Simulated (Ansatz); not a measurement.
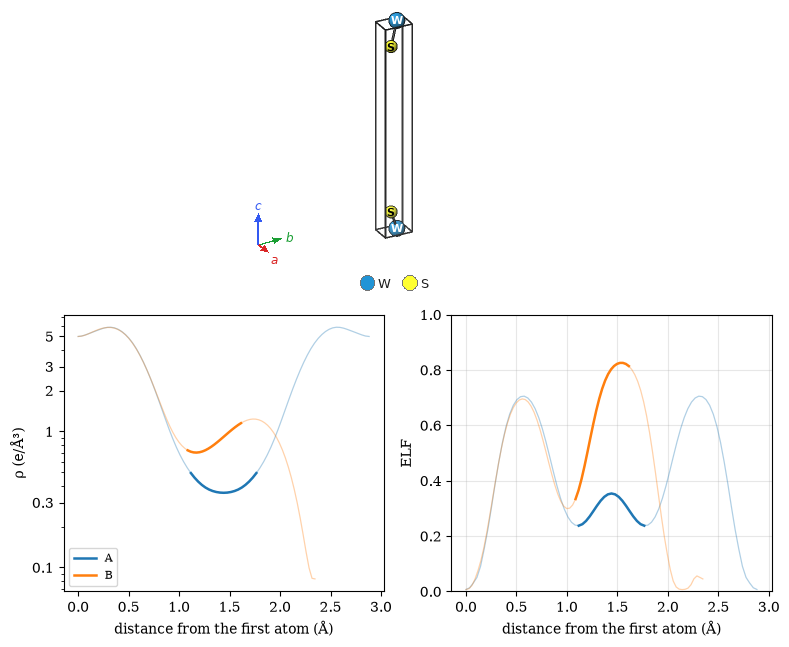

Figure 1: WS2. Valence charge density (pseudo) and ELF along straight lines between neighbouring atoms. Thin, pale parts lie inside the atomic spheres. The structure is drawn too.

Space group P-6m2; a structure from a database of computed crystals, not necessarily the ambient phase; computed pressure about 8 GPa in this cell; PAW files of the earlier set (soft_1).

Computed with DFT LDA+D3(BJ), scalar-relativistic, plane waves, PAW in Ansatz.

Core electrons are frozen (PAW), and the valence fields are smoothed inside the atomic spheres.

Question: Which curve belongs to which contact (W–S and W–W)? The first atom named is at distance zero.

Answer: Curve A: W–W (2.88 Å): ρ at the midpoint is about 0.35 e/Å³; the ELF is about 0.35 at the midpoint. Curve B: W–S (2.35 Å): ρ at the midpoint is about 0.7 e/Å³; the ELF peaks at about 0.85 in the valence shell of S, 0.8 Å from its nucleus, and is about 0.45 at the midpoint.
